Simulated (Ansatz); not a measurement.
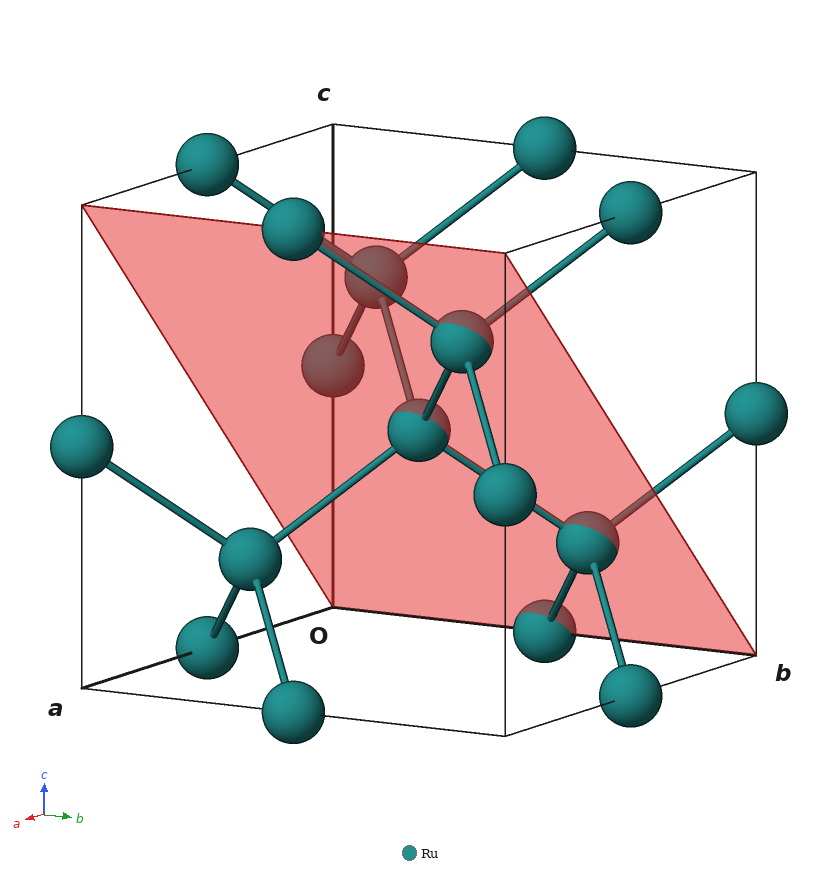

For Ru, coordinates from a relaxation with DFT, r2SCAN, plane waves (500 eV) with PAW, scalar-relativistic (Ansatz 0.2.0); the starting structure was generated, so it need not be a known form of this composition: every member of one family of equally spaced planes, hx + ky + lz = a whole number, that cuts the unit cell is shaded (one member passes through the origin O). Geometry calculated from the standardised cell; symmetry tolerance 0.002 Å.

a = 5.414 Å, b = 5.414 Å, c = 5.414 Å, α = 90.00°, β = 90.00°, γ = 90.00°.

Q: Index the planes.

A: (1 0 −1); the opposite sign names the same planes. The member next to the origin meets the axes a at 1, b never, c at −1.

Q: What is the spacing?

A: d = 3.828 Å.

Q: Which atoms of the cell lie in these planes (within 0.03 Å)?

A: 4 of the 8 Ru.

Q: The space group is Fd-3m (No. 227, origin choice 1). How many reflections hkl are equivalent to this one (itself included), and does it occur?

A: 12 reflections are equivalent in the Laue class m-3m. The reflection is systematically absent, by the centring.
